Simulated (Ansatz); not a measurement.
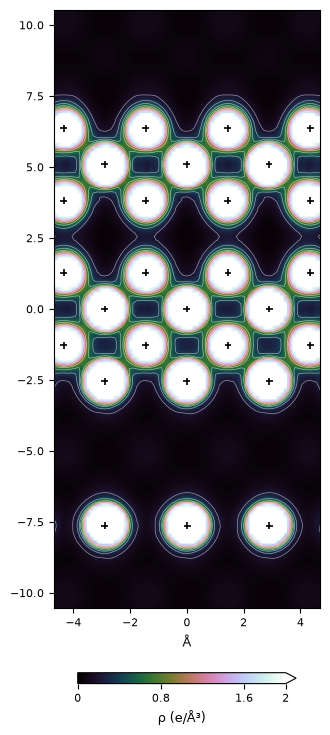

The valence pseudo-density on a plane through atoms (crosses mark nuclei in the plane).

Computed with Ansatz, DFT PBEsol, scalar-relativistic, plane waves, PAW.

Candidates:
A. CuO, a = 2.89 Å, b = 2.89 Å, c = 20.37 Å, α = 90.04°, β = 89.96°, γ = 90.17°. Space group C2; a structure from a database of computed crystals, not necessarily the ambient phase; not relaxed (largest force 0.8 eV/Å); computed without spin polarisation.
B. TaN, a = 3.24 Å, b = 3.24 Å, c = 4.36 Å, α = 90.00°, β = 90.00°, γ = 90.00°. Space group I4/mmm; changed on purpose from its base cell (strain +0.050 along x and y, +0.000 along z, atoms carried along); computed pressure about −23 GPa in this cell.
C. Ge, a = 3.06 Å, b = 5.34 Å, c = 4.47 Å, α = 90.00°, β = 90.00°, γ = 90.00°. Space group Cmcm; a structure from a database of computed crystals, not necessarily the ambient phase.

Which system is this?

Answer. Candidate A: CuO on the (100) plane of the standardised cell, which holds Cu and O. Cu–O (1.93 Å): the density is about 0.68 e/Å³ at the midpoint.
